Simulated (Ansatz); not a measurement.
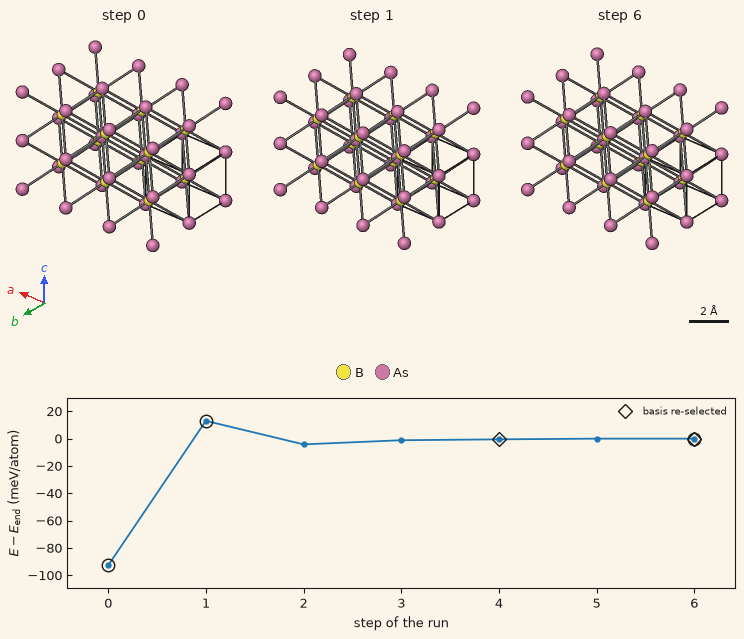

Frames of a relaxation of a crystal of BAs (a generated structure, set up in Pm-3m), marked on the history of the run. A ball-and-stick model of the cell of the calculation, repeated 3 × 2 × 2 with one cell outlined, seen from a free direction.

The run lets cell and atoms move.

The calculation used Kohn-Sham DFT of a periodic cell, PBE, Ansatz PAW in Ansatz.

Input file:
```yaml
crystal:
  lattice:
    - [2.93437, 0.0, 0.0]
    - [0.0, 2.93437, 0.0]
    - [0.0, 0.0, 2.93437]
  atoms:
    - { symbol: B, position: [0.5, 0.5, 0.5] }
    - { symbol: As, position: [0.0, 0.0, 0.0] }
hamiltonian:
  xc: pbe
  pseudopotentials: { kind: paw }
kpoints:
  mp_grid: { grid: [9, 9, 9] }
scf:
  occupations: { method: fermi_dirac, width: 0.05 }
output:
  forces: true
  stress: true
  eigenvalues: true
relax:
  f_tol: 0.01
  max_steps: 40
  cell: { stress_tol: 0.05, p_target: 20.0 }
```

Command:
```bash
ansatz run input.yaml --threads 2 --pin off --max-ram 5632MiB --backend cpu --events-out ev --progress --plain --runs-dir out
```

> Describe the path.

The energy rises by 92.7 meV per atom in 4 accepted moves (6 points after the start). With the target pressure of 20 GPa, the enthalpy E + pV changes by −114 meV per atom. All forces vanish by symmetry, so only the cell relaxes. Pressure: 0.35 GPa at the start and 20.00 GPa at the end. The SCF was repeated twice at an unchanged geometry on a basis and grid sized afresh for the cell, which shifted the energy by 0.7 meV per atom at most. No atom moves by more than 0.005 Å relative to the cell. The volume changes by −13.1 %, with a = b = c 2.934 → 2.800 Å (−4.6 %). Among the contacts that change: As–B 2.541 → 2.425 Å. The space group stays Pm-3m (No. 221). The run took 3.6 s on 2 threads of Arm Neoverse V2 (shared host), peak memory 0.28 GiB. From step 0 to 1: volume −13.9 %, energy +106 meV per atom. From step 1 to 6: volume +1.0 %, energy −13.0 meV per atom.
